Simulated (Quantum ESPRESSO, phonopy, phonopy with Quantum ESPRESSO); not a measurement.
**Grüneisen parameters and expansion of CdSe (F-43m)**

Aim: how the vibrations of CdSe shift with volume, and the expansion that follows. The starting cell is a computed one from a database.

Main program and level: Quantum ESPRESSO 7.5; DFT LDA, scalar-relativistic, plane waves, GBRV ultrasoft pseudopotentials.

## Step 1: The starting structure

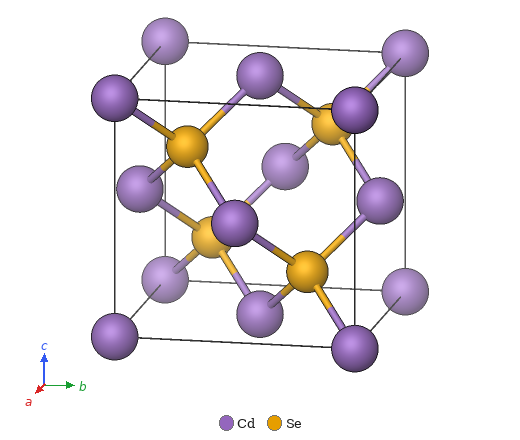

Start, viewed slightly off an axis; cadmium purple, selenium orange. This picture shows the conventional cell, with its axes. Bonds to atoms that aren't drawn are left out. Some periodic images of atoms are drawn too.

## Step 2: Probe on a coarse mesh

A cheap single point shows whether the cell is a metal or an insulator and how far it is from rest; that sets the k-mesh and the occupations of what follows.

The input, probe.in:

```
&control
   calculation = 'scf'
   prefix = 'x'
   outdir = './tmp'
   pseudo_dir = './pseudo'
   tprnfor = .true.
   tstress = .true.
   verbosity = 'high'
/
&system
   ibrav = 0
   nat = 2
   ntyp = 2
   ecutwfc = 40.0
   ecutrho = 240.0
   occupations = 'smearing'
   smearing = 'gaussian'
   degauss = 0.01
/
&electrons
   conv_thr = 1.0d-07
   mixing_beta = 0.7
   electron_maxstep = 100
/
ATOMIC_SPECIES
 Cd    112.4140  Cd.upf
 Se     78.9710  Se.upf
CELL_PARAMETERS angstrom
     0.000000000    3.070271199    3.070271199
     3.070271199    0.000000000    3.070271199
     3.070271199    3.070271199    0.000000000
ATOMIC_POSITIONS crystal
 Cd     0.000000000   0.000000000   0.000000000
 Se     0.750000000   0.750000000   0.750000000
K_POINTS automatic
 6 6 6 0 0 0
```

Command:

```console
$ OMP_NUM_THREADS=1 mpirun -n 8 pw.x -nk 8 -in probe.in > probe.out
```

Then come: relaxation; self-consistent run; forces on a displaced cell; A displaced supercell; lattice dynamics at this volume, V/V0 1; ground state at this cell, V/V0 1.015; phonons, V/V0 1.015; ground state at this cell, V/V0 0.985; lattice dynamics at this volume, V/V0 0.985; ground state at this cell, V/V0 1.03; lattice dynamics at this volume, V/V0 1.03; self-consistent run, V/V0 0.97; lattice dynamics at this volume, V/V0 0.97; ground state at this cell, V/V0 1.05; lattice dynamics at this volume, V/V0 1.05; how the modes move with volume; quasi-harmonic fit by phonopy. Settings of the main run: cutoff 40 Ry, 8×8×8 k-mesh, Gaussian occupations, smearing width 0.002 Ry, 2×2×2 supercell, supercell k mesh 4×4×4, displacement 0.02 Å.

Before running: what should come out for the volume expansion coefficient at 300 K?

Near room temperature CdSe expands by 5.13 × 10⁻⁶/K in volume by LDA, with C_P = 24.1 J/(mol K) per mole of atoms and B_T = 52.6 GPa. At low temperature the volume shrinks on warming, because modes with negative Grüneisen parameters outweigh the rest; the coefficient turns positive near 150 K. C_P at room temperature is 96 % of the classical 3R an atom.

- volume expansion coefficient at 300 K: 5.13 1e-6/K
- isothermal bulk modulus at 300 K: 52.6 GPa
- C_P at 300 K: 24.05 J/mol-atom/K
- Grüneisen parameter at 300 K: 0.185
- mean mode Grüneisen parameter at 300 K: 0.176

The heat-capacity-weighted Grüneisen parameter goes from -1.31 at 50 K to 0.222 at 800 K; 33 % of the modes stiffen on expansion. Weighting γ by the density of states and each mode's heat capacity at 300 K, the lowest third of the frequency range (cuts at 70 and 140 cm⁻¹) pulls the cell inward, while the rest pushes it outward. Among the labelled points γ is largest for branch 5 at X (192 cm⁻¹, 2.0) and most negative for branch 1 at X (40.6 cm⁻¹, -4.1). The printed pressures lie 0.23 GPa below −dE/dV of the same runs on average, in a series that spans 4.4 GPa: energy and stress disagree, as they do when the basis is incomplete, so the pressures are not converged. The supercell is 7.1 Å across at its narrowest and was not tested against a larger one: only its own wavevectors are exact, and acoustic branches between them, with the entropy at low temperature, can be off.

[Logs are printed without paths, hosts, clocks, repeated set-up lines and the standing remarks that a program may print on its own settings, such as how far it seeks lower states.]

[Hosts, paths, dates, database ids (printed as entryN), source tags and the programs' standing remarks are cut or masked in the printed files.]

[A step with changed settings may run another functional than the one named; its input shows which.]

[Of the runs on displaced cells, only some may be shown.]
